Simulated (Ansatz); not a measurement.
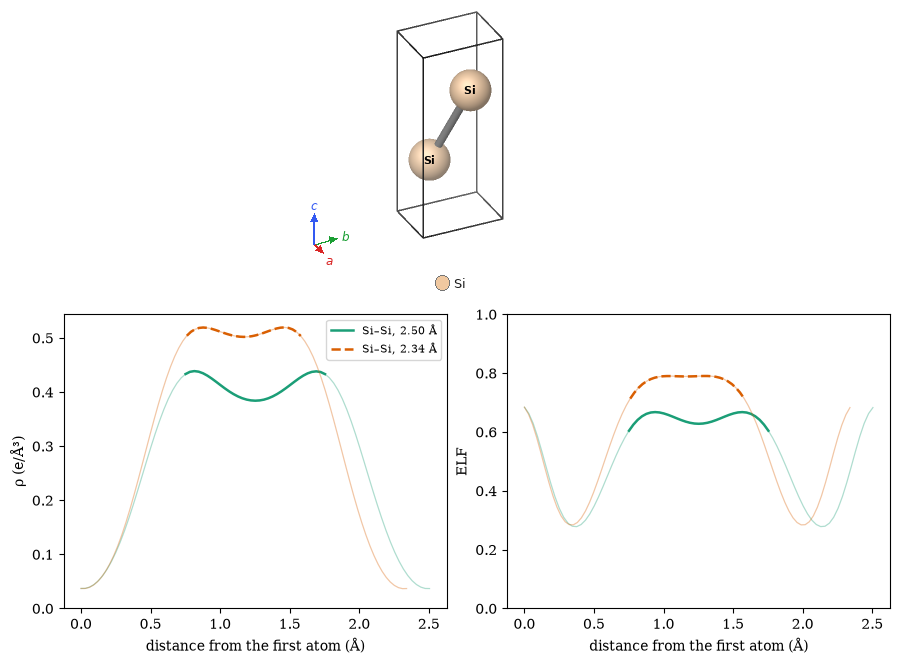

Figure. Si. Valence electron density and ELF along straight lines between neighbouring atoms. Thin, pale parts lie inside the atomic spheres. The structure is drawn too.

Space group P-1; a structure from a database of computed crystals, not necessarily the ambient phase; changed on purpose from its base cell (atom 1 (Si) moved by (-0.300, -0.300) A along x and z); not relaxed (largest force 1.7 eV/Å); computed pressure about 6 GPa in this cell.

Theory: DFT LDA, scalar-relativistic, plane waves, PAW (Ansatz).

In a PAW calculation such maps are meaningful between the atoms, not at the nuclei.

Input file:

```
crystal:
  lattice:
    - [2.6655775094, 0.0, 0.0]
    - [-1.3327887547, 2.3084578389, 0.0]
    - [0.0, 0.0, 4.50626927]
  atoms:
    - { symbol: Si, position: [0.2207873657, 0.6666666667, 0.1834260822] }
    - { symbol: Si, position: [0.6666666667, 0.3333333333, 0.75] }
basis:
  ecutwfc: 420
kpoints:
  mp_grid: { grid: [24, 24, 10] }
hamiltonian:
  xc: lda
scf:
  occupations: { method: gaussian, width: 0.15 }
output:
  forces: true
  stress: true
  eigenvalues: true
  write_density: true
  write_potential: true
  elf: true
  volumetric_format: npy
```

Command:

```sh
ansatz run input.yaml --threads 1 --pin off --max-ram 2560MiB --backend cpu --events-out ev --progress --plain --runs-dir out
```

Below, planes, directions and counts refer to the conventional cell (a = 2.67 Å, b = 2.67 Å, c = 4.51 Å, α = 90.00°, β = 90.00°, γ = 120.00°).

> What can be read from the curves?

Si–Si (2.50 Å): the density is about 0.38 e/Å³ at the midpoint; the ELF peaks at about 0.65 between the atoms.
Si–Si (2.34 Å): the density is about 0.5 e/Å³ at the midpoint; the ELF peaks at about 0.80 between the atoms.
